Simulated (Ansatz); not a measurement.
System: Ti3Si4 (slab).

```xyz
14
Lattice="3.6008 0.0000 0.0000 0.0000 4.1429 0.0000 0.0000 0.0000 26.3679" Properties=species:S:1:pos:R:3 pbc="T T T"
Si    0.0000    2.2817    7.5001
Si    1.8004    0.2103    7.5001
Ti    0.0000    0.2103    9.3946
Ti    1.8004    2.2817    9.3946
Si    0.0000    2.2817   11.2894
Si    1.8004    0.2103   11.2894
Ti    1.8004    2.2817   13.1839
Ti    0.0000    0.2103   13.1839
Si    0.0000    2.2817   15.0785
Si    1.8004    0.2103   15.0785
Ti    0.0000    0.2103   16.9732
Ti    1.8004    2.2817   16.9732
Si    0.0000    2.2817   18.8678
Si    1.8004    0.2103   18.8678
```

Not relaxed (largest force 0.5 eV/Å); computed without spin polarisation.

Level of theory: DFT PBEsol, scalar-relativistic, plane waves, PAW in Ansatz 0.2.0.

**What can the converged valence pseudo-density and electron localisation function tell about the bonding?**

Ti–Si (2.61 Å): ρ is about 0.3 e/Å³ halfway; the ELF peaks at about 0.70 in the valence shell of Si, 0.9 Å from its nucleus, and is about 0.40 at the midpoint.

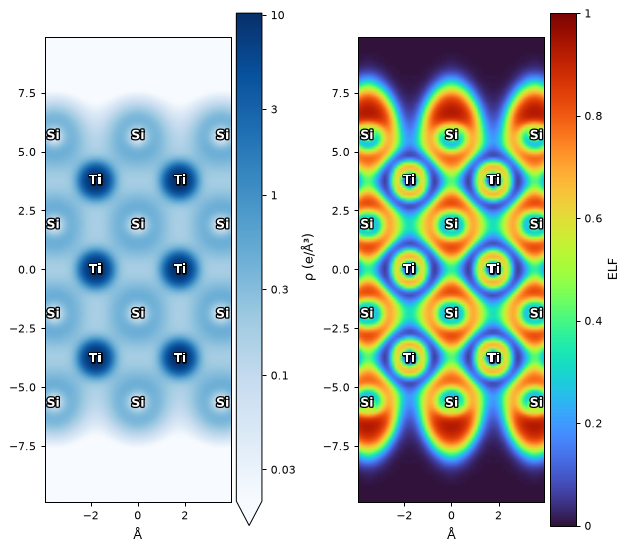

Computed valence pseudo-density and electron localisation function on the (010) plane of the calculation cell, a cut from vacuum to vacuum, in this order. 

The density is the valence pseudo-density of a PAW calculation; it isn't the true density close to the nuclei.
